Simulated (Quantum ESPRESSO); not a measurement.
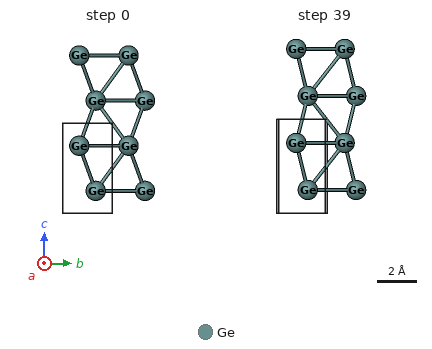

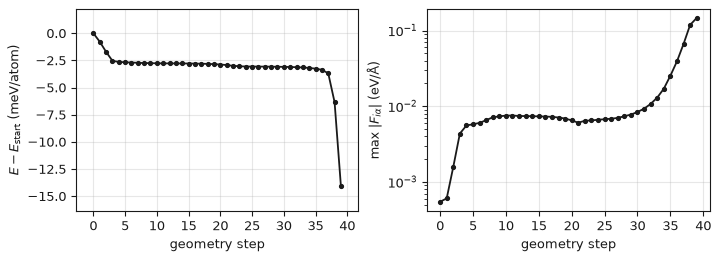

First and last geometry of a relaxation of a crystal of Ge (set up in Cmcm), with the history of the run. Style: ball-and-stick. Shown: the cell of the calculation, repeated 1 × 2 × 2 with one cell outlined, along the a axis.

The run lets cell and atoms move.

Computed with Quantum ESPRESSO, Kohn-Sham DFT of a periodic cell, PBEsol, GBRV 1.5 PBEsol.

Input file:
```
&CONTROL
  calculation = 'vc-relax'
  prefix = 'pwscf'
  outdir = './tmp'
  pseudo_dir = './pseudo'
  tprnfor = .true.
  tstress = .true.
  disk_io = 'low'
  nstep = 40
  forc_conv_thr = 0.0004
  etot_conv_thr = 1d-05
/
&SYSTEM
  ibrav = 0
  nat = 2
  ntyp = 1
  ecutwfc = 52
  ecutrho = 414
  nbnd = 21
  occupations = 'smearing'
  smearing = 'fd'
  degauss = 0.00367493
/
&ELECTRONS
  conv_thr = 4d-10
  electron_maxstep = 120
  mixing_beta = 0.5
/
&IONS
  ion_dynamics = 'bfgs'
/
&CELL
  cell_dynamics = 'bfgs'
  press = 0
  press_conv_thr = 0.3
/
ATOMIC_SPECIES
Ge    72.6300 ge_pbesol_v1.4.uspp.F.UPF
CELL_PARAMETERS bohr
   2.8120124872   -4.9032527413    0.0000000000
   2.8120124872    4.9032527413    0.0000000000
   0.0000000000    0.0000000000    8.9338612710
ATOMIC_POSITIONS bohr
Ge     2.8120124872    1.6333065361    2.2334653178
Ge     2.8120124872   -1.6333065361    6.7003959533
K_POINTS automatic
10 10 6 0 0 0
```

Launched with:
```bash
OMP_NUM_THREADS=1 mpirun -n 2 pw.x -nk 2 -in pw.in > pw.out
```

Did the run converge, and what did it change?

Answer. The relaxation stopped without meeting its thresholds, so the last structure isn't shown to be converged. The largest moves relative to the cell, 0.28 Å, are those of Ge atoms. The volume changes by +0.2 %, with a = b 2.991 → 2.999 Å (+0.3 %), c 4.728 → 4.925 Å (+4.2 %), γ 120.3° → 124.3°. Among the contacts that change: Ge–Ge 2.924 → 3.178 Å, Ge–Ge 2.928 → 2.744 Å, Ge–Ge 2.976 → 2.800 Å, Ge–Ge 2.991 → 2.999 Å. The space group stays Cmcm (No. 63). Over 39 geometry steps the energy falls by 14.1 meV per atom. The largest force component goes from 0.00055 to 0.15 eV/Å. The pressure goes from 0.39 to 0.07 GPa.
